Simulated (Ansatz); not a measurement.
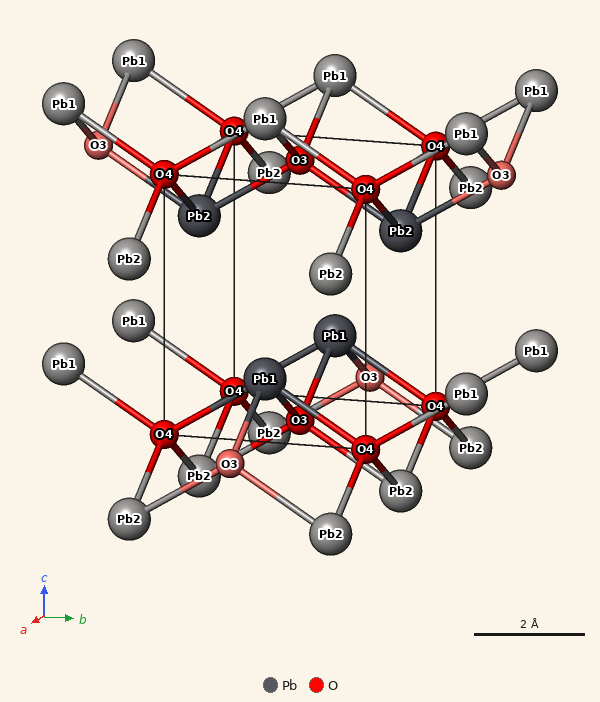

The input geometry of run 1 (ball-and-stick view of the cell of the calculation, seen slightly off an axis; neighbours outside the cell are drawn fainter; atoms are numbered from 1 in the order of the input).

**From PbO to SnO**

System: PbO (4 atoms in the cell).
Method of run 1: DFT PBEsol, scalar-relativistic, plane waves, PAW, no spin polarisation (Ansatz 0.2.0).
System of run 2: SnO (P4/nmm, 4 atoms in the cell).

On run 1: The structure was made by swapping elements on the sites of another compound; it need not be a known phase. On run 2: The structure derives from a Materials Project entry. Text and figures count atoms from 1; the logs count them from 0 in places.

Input file, run 1:
```yaml
crystal:
  lattice:
    - [3.8886343042, 0.0, 0.0]
    - [0.0, 3.8886343042, 0.0]
    - [0.0, 0.0, 4.857537216]
  atoms:
    - { symbol: Pb, position: [0.0, 0.5, 0.2423994222] }
    - { symbol: Pb, position: [0.5, 0.0, 0.7576005778] }
    - { symbol: O, position: [0.5, 0.5, 0.0] }
    - { symbol: O, position: [0.0, 0.0, 0.0] }
basis:
  ecutwfc: 420
kpoints:
  mp_grid: { grid: [6, 6, 4] }
hamiltonian:
  xc: pbesol
scf:
  occupations: { method: gaussian, width: 0.1 }
output:
  forces: true
  stress: true
  eigenvalues: true
```

Command:
```bash
ansatz run input.yaml --threads 1 --pin off --max-ram 2560MiB --backend cpu --events-out ev --progress --plain --runs-dir out
```

Hardware: 1 thread of Intel Xeon @ 2.50GHz (Skylake/Cascade Lake), 192 GiB of memory available, shared host.

Output, shortened to warnings, some set-up lines, iterations and results (run 1):
```
Basis set: ecut = 420 eV, 1457 PW (Γ), exchange–correlation on 54×54×72 points (8 copies of the dense FFT grid, shifted against one another)
Symmetry: 16 space group operations
k-points: 30 of 144
Initial density: superposition of atomic densities (neutral atoms: chi_scale 0, normalization atom), corrected by the library's trained network
[...]
SCF iter   1: F=—  HF=-24630.836950 eV  |F-HF|=—  |Δ(HF+E_count)|=         —  Δρ=1.35e-2  dr2=1.27e-1  ethr=1.77e-3  ⟨swp⟩=6.0  Hψ=3273  notcnv=0
SCF iter   2: F=—  HF=-24630.815203 eV  |F-HF|=—  |Δ(HF+E_count)|=   2.17e-2  Δρ=5.12e-3  dr2=1.56e-2  ethr=3.18e-4  ⟨swp⟩=2.1  Hψ=1257  notcnv=0
SCF iter   3: F=—  HF=-24630.811964 eV  |F-HF|=—  |Δ(HF+E_count)|=   3.24e-3  Δρ=1.05e-3  dr2=5.32e-4  ethr=3.89e-5  ⟨swp⟩=2.0  Hψ=912  notcnv=0
SCF iter   4: F=—  HF=-24630.811938 eV  |F-HF|=—  |Δ(HF+E_count)|=   2.57e-5  Δρ=2.22e-4  dr2=4.12e-5  ethr=1.33e-6  ⟨swp⟩=2.0  Hψ=1243  notcnv=0
SCF iter   5: F=—  HF=-24630.811945 eV  |F-HF|=—  |Δ(HF+E_count)|=   7.26e-6  Δρ=4.98e-5  dr2=3.15e-6  ethr=1.03e-7  ⟨swp⟩=2.0  Hψ=947  notcnv=0
SCF iter   6: F=—  HF=-24630.811947 eV  |F-HF|=—  |Δ(HF+E_count)|=   1.32e-6  Δρ=2.10e-5  dr2=5.39e-7  ethr=7.88e-9  ⟨swp⟩=2.3  Hψ=1017  notcnv=0
SCF iter   7: F=-24630.811947 eV  HF=-24630.811947 eV  |F-HF|=3.82e-10  |Δ(HF+E_count)|=   1.48e-7  Δρ=3.43e-6  dr2=7.96e-9  ethr=2.50e-10  ⟨swp⟩=7.4  Hψ=3632  notcnv=0
SCF 1 converged in 7 iterations: F = -24630.811947 eV  dr2 = 7.96e-9
SCF converged after 7 iterations
Free energy (F): -24630.811947 eV
Harris-Foulkes:  -24630.811947 eV  (|F-HF|=3.82e-10)
Internal energy: -24630.811947 eV  (E = F + TS)
E sigma→0 (E₀):  -24630.811947 eV
Fermi energy:    10.076413 eV
--- Per-component energies (eV) ---
  E_band       = -69.336953
  E_kinetic    = 931.630012
  E_local      = -2947.614698  (includes V_loc(G=0)·N_el)
  E_nonlocal   = 803.593343
  E_hartree    = 1171.321035
  E_xc         = -584.141659
  E_vxc        = -453.187576  (∫ρ·V_xc dr)
  E_paw        = -20818.971459  (= ΣΔE_a)
  E_vpaw       = -746.406680  (= ΣTr[D̂ρ^β])
  E_aug_tail   = 0.004881  (compensation charges beyond the density's cutoff)
  E_ewald      = -3186.828212
  E_core_change = 0.194809  (= ΣΔE_core)
  E_smearing   = -0.000000  (= −TS)
  E_closure    = 0.000000  (closes the sum)
  Σ components = -24630.811947   (vs F -24630.811947, Δ=0.00e0)
--- Forces (eV/Å), atoms counted from 1 ---
  atom   1  Pb     0.00000000     0.00000000     0.63472417
  atom   2  Pb     0.00000000     0.00000000    -0.63472417
  atom   3  O      0.00000000     0.00000000    -0.00000000
  atom   4  O      0.00000000     0.00000000    -0.00000000
  max |Σ_I F_I| component: 5.55e-17 eV/Å
--- Stress (GPa, compression-positive) ---
        6.812493       0.000000       0.000000
        0.000000       6.812493       0.000000
        0.000000       0.000000       5.041865
  P = ⅓ Tr σ = 6.2223 GPa (62.223 kbar)
```

For run 2 the input was changed thus:
```diff
-    - [3.8886343042, 0.0, 0.0]
-    - [0.0, 3.8886343042, 0.0]
-    - [0.0, 0.0, 4.857537216]
+    - [3.81369522, 0.0, 0.0]
+    - [0.0, 3.81369522, 0.0]
+    - [0.0, 0.0, 4.8869133]
-    - { symbol: Pb, position: [0.0, 0.5, 0.2423994222] }
-    - { symbol: Pb, position: [0.5, 0.0, 0.7576005778] }
+    - { symbol: Sn, position: [0.0, 0.5, 0.23537386] }
+    - { symbol: Sn, position: [0.5, 0.0, 0.76462614] }
```

What does this change do to the results?

The total energies belong to different systems, so their difference says nothing on which is more stable or more accurate. The gap on the mesh goes from 0.90 to 0.12 eV. The pressure goes from 6.22 to −0.56 GPa. The largest force goes from 0.635 to 0.084 eV/Å. The volume per atom goes from 18.36 to 17.77 Å³. The SCF takes 6 iterations against 7. The plane waves at Γ go from 1457 to 1409.

Output, shortened to warnings, some set-up lines, iterations and results (run 2):
```
Basis set: ecut = 420 eV, 1409 PW (Γ), exchange–correlation on 54×54×72 points (8 copies of the dense FFT grid, shifted against one another)
Symmetry: 16 space group operations
k-points: 30 of 144
Initial density: superposition of atomic densities (neutral atoms: chi_scale 0, normalization atom), corrected by the library's trained network
[...]
SCF iter   1: F=—  HF=-13021.438314 eV  |F-HF|=—  |Δ(HF+E_count)|=         —  Δρ=1.33e-2  dr2=1.05e-1  ethr=1.77e-3  ⟨swp⟩=5.8  Hψ=3186  notcnv=0
SCF iter   2: F=—  HF=-13021.413869 eV  |F-HF|=—  |Δ(HF+E_count)|=   2.44e-2  Δρ=2.29e-3  dr2=2.61e-3  ethr=2.63e-4  ⟨swp⟩=2.0  Hψ=1272  notcnv=0
SCF iter   3: F=—  HF=-13021.413527 eV  |F-HF|=—  |Δ(HF+E_count)|=   3.41e-4  Δρ=9.60e-4  dr2=5.60e-4  ethr=6.53e-6  ⟨swp⟩=2.7  Hψ=1254  notcnv=0
SCF iter   4: F=—  HF=-13021.413573 eV  |F-HF|=—  |Δ(HF+E_count)|=   4.62e-5  Δρ=2.38e-4  dr2=4.79e-5  ethr=1.40e-6  ⟨swp⟩=2.3  Hψ=1313  notcnv=0
SCF iter   5: F=—  HF=-13021.413586 eV  |F-HF|=—  |Δ(HF+E_count)|=   1.24e-5  Δρ=4.76e-5  dr2=2.40e-6  ethr=1.20e-7  ⟨swp⟩=3.0  Hψ=1342  notcnv=0
SCF iter   6: F=-13021.413588 eV  HF=-13021.413588 eV  |F-HF|=4.19e-8  |Δ(HF+E_count)|=   1.89e-6  Δρ=1.15e-5  dr2=9.51e-8  ethr=2.50e-10  ⟨swp⟩=3.8  Hψ=3007  notcnv=0
SCF 1 converged in 6 iterations: F = -13021.413588 eV  dr2 = 9.51e-8
SCF converged after 6 iterations
Free energy (F): -13021.413588 eV
Harris-Foulkes:  -13021.413588 eV  (|F-HF|=4.19e-8)
Internal energy: -13021.412512 eV  (E = F + TS)
E sigma→0 (E₀):  -13021.413050 eV
Entropy (-TS):   -0.001076 eV (-0.269 meV/atom)
Fermi energy:    9.655604 eV
--- Per-component energies (eV) ---
  E_band       = -196.404194
  E_kinetic    = 723.212160
  E_local      = -2719.562041  (includes V_loc(G=0)·N_el)
  E_nonlocal   = 36.262472
  E_hartree    = 1462.421267
  E_xc         = -904.194059
  E_vxc        = -380.714362  (∫ρ·V_xc dr)
  E_paw        = -8434.838895  (= ΣΔE_a)
  E_vpaw       = -780.446896  (= ΣTr[D̂ρ^β])
  E_aug_tail   = 0.004814  (compensation charges beyond the density's cutoff)
  E_ewald      = -3185.358485
  E_core_change = 0.640255  (= ΣΔE_core)
  E_smearing   = -0.001076  (= −TS)
  E_closure    = -0.000000  (closes the sum)
  Σ components = -13021.413588   (vs F -13021.413588, Δ=0.00e0)
--- Forces (eV/Å), atoms counted from 1 ---
  atom   1  Sn     0.00000000     0.00000000     0.08360431
  atom   2  Sn     0.00000000     0.00000000    -0.08360431
  atom   3  O      0.00000000     0.00000000    -0.00000000
  atom   4  O      0.00000000     0.00000000     0.00000000
  max |Σ_I F_I| component: 1.67e-16 eV/Å
--- Stress (GPa, compression-positive) ---
       -0.528409       0.000000       0.000000
        0.000000      -0.528409       0.000000
        0.000000       0.000000      -0.619324
  P = ⅓ Tr σ = -0.5587 GPa (-5.587 kbar)
```

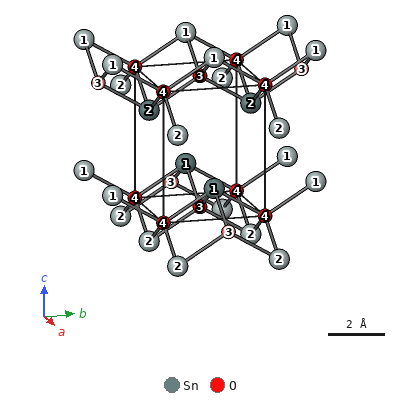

The input structure of run 2 (ball-and-stick view of the cell of the calculation, seen slightly off an axis; neighbours outside the cell are drawn fainter; atoms are numbered from 1 in the order of the input).

The two runs side by side:

```csv
quantity,run 1,run 2
outcome,converged,converged
free energy per atom (eV),−6157.7030,−3255.3534
gap on the mesh (eV),0.90,0.12
pressure (GPa),6.22,−0.56
volume per atom (Å³),18.36,17.77
largest force (eV/Å),0.635,0.084
SCF iterations,7,6
irreducible k-points,30,30
plane waves at Γ,1457,1409
wall time (shared host),4.8 s,5.9 s
```

For run 1: Spin–orbit coupling is left out, which matters for Pb. The cell is under a pressure of 6.2 GPa at this level, so it is not at its equilibrium volume.
